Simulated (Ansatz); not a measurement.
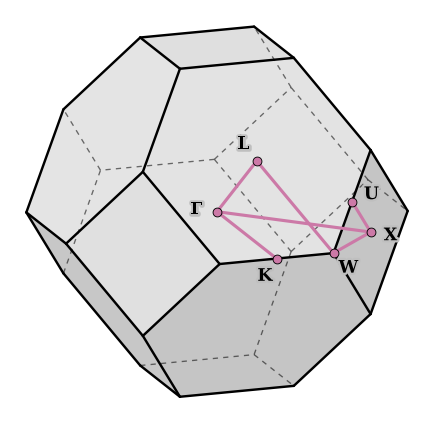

For Hf, a calculation's input that goes back to an entry of the Crystallography Open Database (an earlier step may have relaxed or displaced it): the figure shows the first Brillouin zone with its special points and a band path. The drawing is computed from the coordinates (standard cell, symmetry found to 0.002 Å).

Labels and path follow the convention of Hinuma et al. (2017), as computed by seekpath.

Q: Name the Bravais lattice of the crystal.

A: A face-centred cubic lattice (cF; extended symbol cF2). The zone is a truncated octahedron in its combinatorial type: 14 faces (6 with 4 edges, 8 with 6 edges), 36 edges, 24 vertices.

Q: In which order does the conventional band path visit the special points?

A: Γ–X–U | K–Γ–L–W–X
